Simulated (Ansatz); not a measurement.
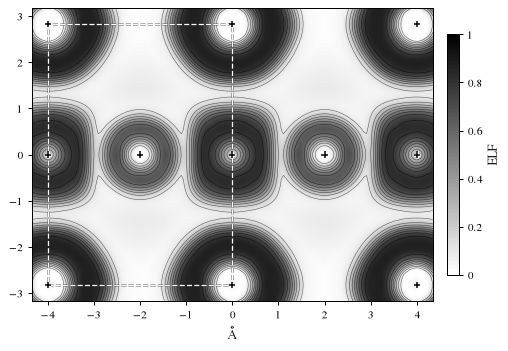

The electron localisation function on a plane through atoms (crosses mark nuclei in the plane).

Level of theory: DFT, PBE, plane waves, PAW in Ansatz.

Candidates:
A. BaTiO3, a = 3.99 Å, b = 3.99 Å, c = 3.99 Å, α = 90.00°, β = 90.00°, γ = 90.00°. Space group Pm-3m; a structure from a database of computed crystals, not necessarily the ambient phase; started from the database structure prototype, which need not be the ambient phase; computed pressure about 3 GPa in this cell; computed without spin polarisation.
B. CdS, a = 4.20 Å, b = 4.20 Å, c = 6.83 Å, α = 90.00°, β = 90.00°, γ = 120.00°. Space group P6₃mc; a structure from a database of computed crystals, not necessarily the ambient phase; started from the database structure prototype, which need not be the ambient phase.
C. CuI, a = 4.09 Å, b = 4.09 Å, c = 7.21 Å, α = 90.00°, β = 90.00°, γ = 120.00°. Space group P-3m1; a structure from a database of computed crystals, not necessarily the ambient phase; started from the database structure prototype, which need not be the ambient phase; computed pressure about 2 GPa in this cell; computed without spin polarisation.

Which candidate gave the map?

Candidate A: BaTiO3 on the (101) plane of the conventional cell, which holds Ba, Ti and O. Ti–O (2.00 Å): the ELF peaks at about 0.80 in the valence shell of O, 0.6 Å from its nucleus, and is about 0.20 at the midpoint (no shared electron pair shows on this line). Ba–O (2.82 Å): the ELF is about 0.10 at the midpoint (an ionic contact with no shared pair).
